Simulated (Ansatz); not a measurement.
Geometry relaxation of Nb₆N₇ (part 4 of 4)

Continued. System: Nb₆N₇ (slab, 26 atoms in the cell). Method: DFT PBE+D3(BJ), scalar-relativistic, plane waves, PAW, no spin polarisation (Ansatz 0.2.0); cutoff 420 eV, 4×4×1 k-mesh, Gaussian smearing of 0.1 eV. The structure derives from an entry of the Crystallography Open Database. The input holds or restrains some coordinates. Forces given for the steps count only the free coordinates. It belongs to a series of runs on one base structure; here: 1 N2 a cell, tilted, over a bridge Nb-Nb site.

**Trajectory as extended XYZ, continued**
```
26
Lattice="6.2012 0.0000 0.0000 -3.1006 5.3704 0.0000 0.0000 0.0000 24.7346" Properties=species:S:1:pos:R:3:forces:R:3 step=14 energy=-60025.69585
Nb    0.0000    1.7901    8.0000   -0.0172  -0.1735   0.5052
Nb   -1.5503    4.4753    8.0000    0.0043  -0.1609   0.8509
Nb    3.1006    1.7901    8.0000    0.0335  -0.1360   0.5692
Nb    1.5503    4.4753    8.0000    0.0092  -0.1451   0.9106
N     1.5503    0.8951    9.2658    0.0106  -0.1495  -0.9787
N     0.0000    3.5802    9.2658   -0.0148   0.1196  -1.2366
N     4.6509    0.8951    9.2658   -0.0129  -0.0890  -1.0751
N     3.1006    3.5802    9.2658    0.0204   0.0940  -1.3176
Nb    1.5503    2.6852   10.5316    0.1256   0.6255   0.8202
Nb    3.1006    0.0000   10.5316    0.1276  -0.1699   0.1058
Nb   -1.5503    2.6852   10.5316   -0.1390   0.4702   0.6482
Nb    0.0000    0.0000   10.5316   -0.1382  -0.2803   0.1956
N     3.1017    1.6800   11.7849   -0.0176  -0.0056  -0.0079
N     1.5430    4.5794   11.7824    0.0007  -0.0079   0.0024
N    -0.0002    1.6905   11.7890    0.0184  -0.0055  -0.0060
N    -1.5376    4.5671   11.7796   -0.0053   0.0220   0.0094
Nb    3.0931    3.5037   12.9383    0.0253  -0.0017  -0.0025
Nb    4.6581    0.8474   13.3959    0.0018   0.0055   0.0035
Nb    0.0241    3.4938   12.9897   -0.0332   0.0039  -0.0035
Nb    1.5586    0.8367   13.4027    0.0003  -0.0079  -0.0059
N    -1.5440    2.6617   14.0319    0.0061  -0.0034   0.0010
N     0.0043   -0.0502   14.1408    0.0027   0.0081  -0.0018
N     1.5519    2.6518   14.0526   -0.0015  -0.0021   0.0100
N     3.1076   -0.0533   14.1479   -0.0076  -0.0072   0.0027
N    -1.4876    3.5678   17.1097   -0.0025  -0.0047  -0.0017
N    -1.5700    4.6606   16.9919    0.0031   0.0014   0.0026
26
Lattice="6.2012 0.0000 0.0000 -3.1006 5.3704 0.0000 0.0000 0.0000 24.7346" Properties=species:S:1:pos:R:3:forces:R:3 step=16 energy=-60025.69517 accepted=F
Nb    0.0000    1.7901    8.0000   -0.0009  -0.1782   0.5015
Nb   -1.5503    4.4753    8.0000    0.0036  -0.1589   0.8685
Nb    3.1006    1.7901    8.0000    0.0135  -0.1374   0.5700
Nb    1.5503    4.4753    8.0000    0.0090  -0.1551   0.8875
N     1.5503    0.8951    9.2658    0.0114  -0.1319  -1.0089
N     0.0000    3.5802    9.2658   -0.0057   0.1217  -1.2368
N     4.6509    0.8951    9.2658   -0.0109  -0.1134  -1.0416
N     3.1006    3.5802    9.2658    0.0082   0.0929  -1.3211
Nb    1.5503    2.6852   10.5316    0.1300   0.5815   0.7697
Nb    3.1006    0.0000   10.5316    0.0412  -0.1710   0.1054
Nb   -1.5503    2.6852   10.5316   -0.1431   0.5261   0.7153
Nb    0.0000    0.0000   10.5316   -0.0458  -0.2782   0.1928
N     3.1008    1.6787   11.7835   -0.0002   0.0023   0.0040
N     1.5430    4.5758   11.7837    0.0019  -0.0022  -0.0073
N     0.0004    1.6896   11.7881    0.0031  -0.0018   0.0009
N    -1.5379    4.5718   11.7824   -0.0031   0.0029  -0.0019
Nb    3.1029    3.5011   12.9375   -0.0101   0.0059  -0.0013
Nb    4.6579    0.8404   13.3982   -0.0013  -0.0016   0.0036
Nb    0.0125    3.4917   12.9903   -0.0085   0.0061  -0.0087
Nb    1.5584    0.8386   13.4001   -0.0022   0.0104   0.0062
N    -1.5443    2.6570   14.0364    0.0032  -0.0103   0.0022
N     0.0057   -0.0505   14.1417   -0.0129  -0.0009   0.0036
N     1.5505    2.6545   14.0470    0.0084  -0.0041  -0.0055
N     3.1056   -0.0549   14.1485    0.0125  -0.0044   0.0040
N    -1.5516    3.5117   17.0989    0.0067   0.6016  -0.0443
N    -1.5391    4.6150   17.0149   -0.0080  -0.6021   0.0424
26
Lattice="6.2012 0.0000 0.0000 -3.1006 5.3704 0.0000 0.0000 0.0000 24.7346" Properties=species:S:1:pos:R:3:forces:R:3 step=17 energy=-60025.69627
Nb    0.0000    1.7901    8.0000   -0.0065  -0.1770   0.5022
Nb   -1.5503    4.4753    8.0000    0.0029  -0.1599   0.8638
Nb    3.1006    1.7901    8.0000    0.0190  -0.1376   0.5685
Nb    1.5503    4.4753    8.0000    0.0084  -0.1520   0.8943
N     1.5503    0.8951    9.2658    0.0108  -0.1367  -0.9995
N     0.0000    3.5802    9.2658   -0.0091   0.1206  -1.2379
N     4.6509    0.8951    9.2658   -0.0122  -0.1057  -1.0504
N     3.1006    3.5802    9.2658    0.0119   0.0927  -1.3196
Nb    1.5503    2.6852   10.5316    0.1271   0.5927   0.7850
Nb    3.1006    0.0000   10.5316    0.0635  -0.1705   0.1085
Nb   -1.5503    2.6852   10.5316   -0.1400   0.5136   0.7037
Nb    0.0000    0.0000   10.5316   -0.0718  -0.2762   0.1920
N     3.0999    1.6791   11.7843    0.0024   0.0019  -0.0015
N     1.5429    4.5765   11.7829    0.0016   0.0014   0.0014
N     0.0012    1.6896   11.7883   -0.0007  -0.0010   0.0006
N    -1.5387    4.5717   11.7817    0.0002  -0.0003   0.0077
Nb    3.0991    3.5025   12.9382    0.0057  -0.0108  -0.0004
Nb    4.6572    0.8425   13.3978   -0.0091   0.0005  -0.0027
Nb    0.0150    3.4928   12.9894   -0.0182  -0.0023  -0.0054
Nb    1.5577    0.8377   13.4028    0.0015   0.0117   0.0006
N    -1.5444    2.6578   14.0354   -0.0002   0.0016  -0.0007
N     0.0039   -0.0504   14.1426    0.0020  -0.0004  -0.0012
N     1.5502    2.6541   14.0489    0.0082  -0.0093  -0.0056
N     3.1061   -0.0553   14.1493    0.0034   0.0050  -0.0043
N    -1.5219    3.5448   17.1033   -0.0062   0.2262  -0.0216
N    -1.5469    4.6433   16.9989    0.0055  -0.2283   0.0223
26
Lattice="6.2012 0.0000 0.0000 -3.1006 5.3704 0.0000 0.0000 0.0000 24.7346" Properties=species:S:1:pos:R:3:forces:R:3 step=18 energy=-60025.69643
Nb    0.0000    1.7901    8.0000   -0.0046  -0.1768   0.5007
Nb   -1.5503    4.4753    8.0000    0.0025  -0.1598   0.8638
Nb    3.1006    1.7901    8.0000    0.0155  -0.1381   0.5666
Nb    1.5503    4.4753    8.0000    0.0076  -0.1544   0.8889
N     1.5503    0.8951    9.2658    0.0102  -0.1356  -1.0053
N     0.0000    3.5802    9.2658   -0.0072   0.1214  -1.2393
N     4.6509    0.8951    9.2658   -0.0111  -0.1109  -1.0469
N     3.1006    3.5802    9.2658    0.0092   0.0938  -1.3204
Nb    1.5503    2.6852   10.5316    0.1233   0.5880   0.7694
Nb    3.1006    0.0000   10.5316    0.0504  -0.1758   0.1007
Nb   -1.5503    2.6852   10.5316   -0.1355   0.5240   0.7017
Nb    0.0000    0.0000   10.5316   -0.0575  -0.2763   0.1849
N     3.1003    1.6792   11.7829   -0.0001  -0.0042   0.0074
N     1.5428    4.5761   11.7829    0.0015  -0.0004  -0.0078
N     0.0005    1.6895   11.7876    0.0031  -0.0029  -0.0006
N    -1.5391    4.5718   11.7822    0.0005   0.0036  -0.0063
Nb    3.0998    3.5012   12.9370    0.0005   0.0183   0.0064
Nb    4.6562    0.8428   13.3959    0.0114  -0.0255   0.0090
Nb    0.0127    3.4924   12.9881   -0.0111   0.0073  -0.0070
Nb    1.5575    0.8387   13.4004   -0.0187  -0.0111   0.0050
N    -1.5452    2.6575   14.0348    0.0043   0.0082   0.0105
N     0.0038   -0.0502   14.1399   -0.0057   0.0023   0.0026
N     1.5504    2.6538   14.0463    0.0027   0.0111   0.0081
N     3.1054   -0.0547   14.1468    0.0101  -0.0045   0.0091
N    -1.5348    3.5348   17.1037   -0.0007   0.1114  -0.0098
N    -1.5377    4.6335   17.0059   -0.0005  -0.1138   0.0086
26
Lattice="6.2012 0.0000 0.0000 -3.1006 5.3704 0.0000 0.0000 0.0000 24.7346" Properties=species:S:1:pos:R:3:forces:R:3 step=19 energy=-60025.69673
Nb    0.0000    1.7901    8.0000   -0.0004  -0.1662   0.5222
Nb   -1.5503    4.4753    8.0000    0.0002  -0.1602   0.8716
Nb    3.1006    1.7901    8.0000    0.0017  -0.1584   0.5346
Nb    1.5503    4.4753    8.0000    0.0012  -0.1616   0.8759
N     1.5503    0.8951    9.2658    0.0024  -0.1252  -1.0188
N     0.0000    3.5802    9.2658   -0.0016   0.1101  -1.2733
N     4.6509    0.8951    9.2658   -0.0016  -0.1250  -1.0270
N     3.1006    3.5802    9.2658    0.0020   0.1048  -1.2890
Nb    1.5503    2.6852   10.5316    0.0251   0.5655   0.7568
Nb    3.1006    0.0000   10.5316    0.0038  -0.2105   0.1428
Nb   -1.5503    2.6852   10.5316   -0.0250   0.5571   0.7538
Nb    0.0000    0.0000   10.5316   -0.0031  -0.2295   0.1584
N     3.1003    1.6816   11.7854   -0.0014   0.0057  -0.0054
N     1.5488    4.5758   11.7837    0.0002  -0.0073  -0.0067
N     0.0006    1.6836   11.7861    0.0007   0.0047  -0.0048
N    -1.5481    4.5755   11.7839   -0.0006  -0.0036  -0.0012
Nb    3.1010    3.4966   12.9556   -0.0046  -0.0086   0.0203
Nb    4.6518    0.8369   13.3997    0.0018   0.0133   0.0073
Nb    0.0015    3.4945   12.9654    0.0032  -0.0057   0.0165
Nb    1.5516    0.8391   13.4042   -0.0015   0.0134  -0.0015
N    -1.5492    2.6539   14.0376   -0.0011   0.0086  -0.0102
N     0.0005   -0.0534   14.1463   -0.0017  -0.0117  -0.0027
N     1.5503    2.6554   14.0431    0.0011   0.0048  -0.0117
N     3.1019   -0.0542   14.1476    0.0003  -0.0131  -0.0029
N    -1.5388    3.5302   17.1256    0.0001  -0.0010  -0.0039
N    -1.5351    4.6263   17.0099   -0.0009  -0.0005  -0.0009
26
Lattice="6.2012 0.0000 0.0000 -3.1006 5.3704 0.0000 0.0000 0.0000 24.7346" Properties=species:S:1:pos:R:3:forces:R:3 step=20 energy=-60025.69673
Nb    0.0000    1.7901    8.0000   -0.0004  -0.1662   0.5221
Nb   -1.5503    4.4753    8.0000    0.0002  -0.1602   0.8716
Nb    3.1006    1.7901    8.0000    0.0017  -0.1584   0.5346
Nb    1.5503    4.4753    8.0000    0.0012  -0.1616   0.8759
N     1.5503    0.8951    9.2658    0.0024  -0.1252  -1.0188
N     0.0000    3.5802    9.2658   -0.0016   0.1101  -1.2733
N     4.6509    0.8951    9.2658   -0.0017  -0.1250  -1.0270
N     3.1006    3.5802    9.2658    0.0020   0.1048  -1.2890
Nb    1.5503    2.6852   10.5316    0.0254   0.5656   0.7569
Nb    3.1006    0.0000   10.5316    0.0038  -0.2104   0.1427
Nb   -1.5503    2.6852   10.5316   -0.0253   0.5570   0.7538
Nb    0.0000    0.0000   10.5316   -0.0031  -0.2296   0.1585
N     3.1003    1.6816   11.7854   -0.0014   0.0057  -0.0054
N     1.5488    4.5758   11.7837    0.0003  -0.0073  -0.0067
N     0.0006    1.6836   11.7861    0.0007   0.0047  -0.0048
N    -1.5481    4.5755   11.7839   -0.0007  -0.0036  -0.0011
Nb    3.1010    3.4966   12.9556   -0.0047  -0.0086   0.0200
Nb    4.6518    0.8369   13.3997    0.0018   0.0132   0.0073
Nb    0.0015    3.4945   12.9654    0.0033  -0.0057   0.0169
Nb    1.5516    0.8391   13.4042   -0.0015   0.0134  -0.0015
N    -1.5492    2.6539   14.0376   -0.0012   0.0086  -0.0102
N     0.0005   -0.0534   14.1463   -0.0017  -0.0118  -0.0028
N     1.5503    2.6554   14.0431    0.0011   0.0049  -0.0117
N     3.1019   -0.0542   14.1476    0.0002  -0.0131  -0.0029
N    -1.5388    3.5302   17.1256    0.0002  -0.0009  -0.0040
N    -1.5351    4.6263   17.0099   -0.0009  -0.0005  -0.0010
```

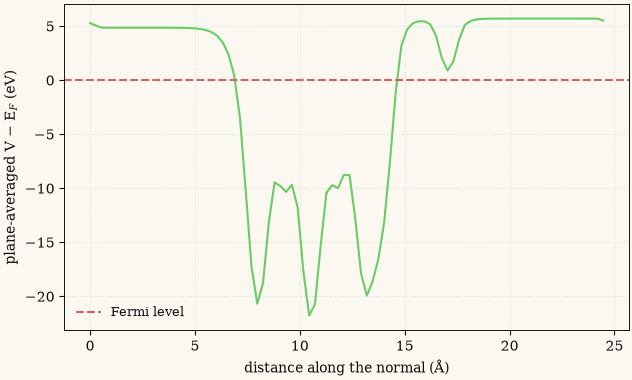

*Plane average of the electrostatic potential energy of an electron across the cell, from the Fermi level.*

The vacuum level lies 5.70 eV above the Fermi level on the upper side and 4.86 eV on the lower.

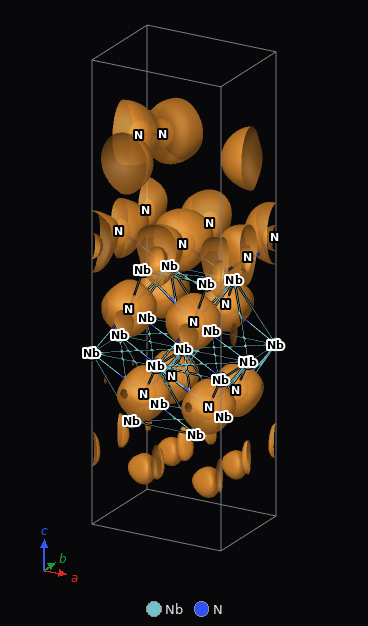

*Isosurface of the ELF at 0.65 (orange), seen slightly off an axis. Only the valence region is drawn (cores and ρ < 0.01 e/Å³ removed). Sticks mark near contacts.*

Along the contacts the grid gives the following. N–N (1.10 Å): the ELF peaks at about 0.85 between the atoms (inside overlapping PAW spheres, so only a guide); a multiple bond by its length, whose ELF region spreads away from the axis. Nb–N (1.93 Å): the ELF peaks at about 0.80 in the valence shell of N, 0.6 Å from its nucleus, and drops to about 0.35 between the two atoms. The fields are those of the smooth PAW valence density.

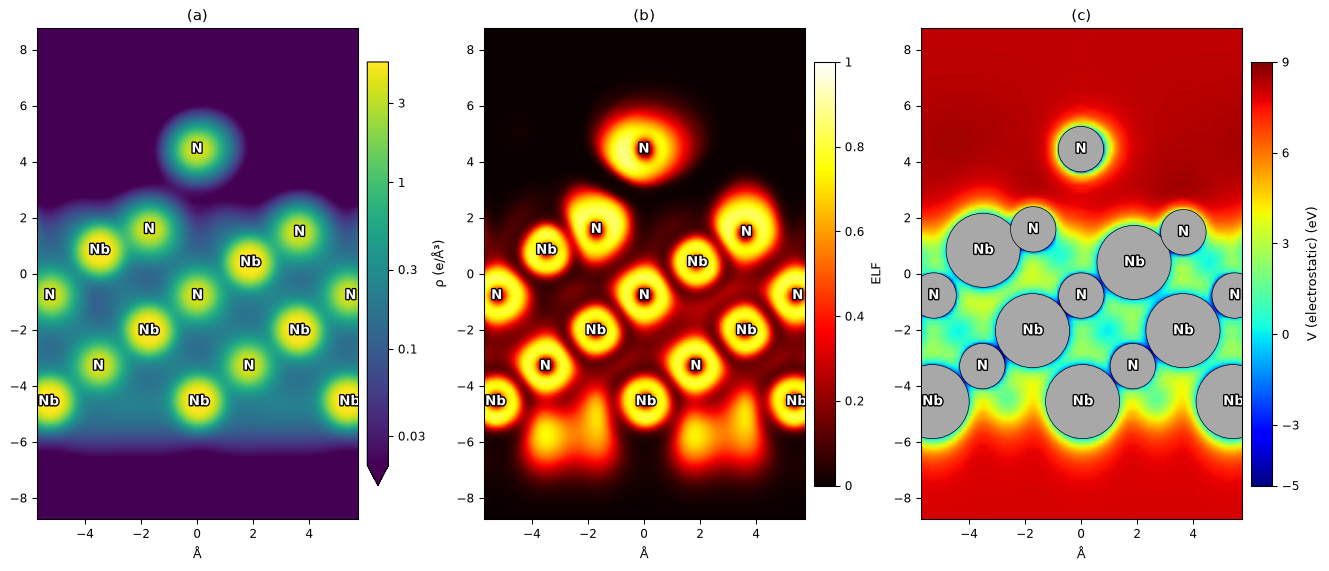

*(a) valence electron density; (b) ELF; (c) electrostatic potential energy of an electron on the (110) plane of the calculation cell, a cut from vacuum to vacuum. Grey discs, where drawn, cover atomic cores.*

Nb–N (1.94 Å): ρ is about 1.1 e/Å³ halfway; the ELF peaks at about 0.80 in the valence shell of N, 0.6 Å from its nucleus, and drops to about 0.35 between the two atoms. Nb–Nb (3.00 Å): ρ at the midpoint is about 0.25 e/Å³; the ELF is about 0.25 at the midpoint (no shared electron pair). Nb–N (2.06 Å): the density is about 0.79 e/Å³ at the midpoint; the ELF peaks at about 0.80 in the valence shell of N, 0.6 Å from its nucleus, and drops to about 0.25 between the two atoms; a polar contact without a shared pair, in a metal. Nb–N (2.15 Å): ρ is about 0.64 e/Å³ halfway; the ELF peaks at about 0.80 in the valence shell of N, 0.6 Å from its nucleus, and drops to about 0.20 between the two atoms; no shared pair; the contact is polar. Nb–N (2.19 Å): the density is about 0.58 e/Å³ at the midpoint; the ELF peaks at about 0.80 in the valence shell of N, 0.6 Å from its nucleus, and drops to about 0.20 between the two atoms (no shared pair; the contact is polar). The density dies away to nearly zero in the vacuum. The strong features right at Nb lie inside the PAW spheres (semicore, d or f shells) and say nothing about bonding.
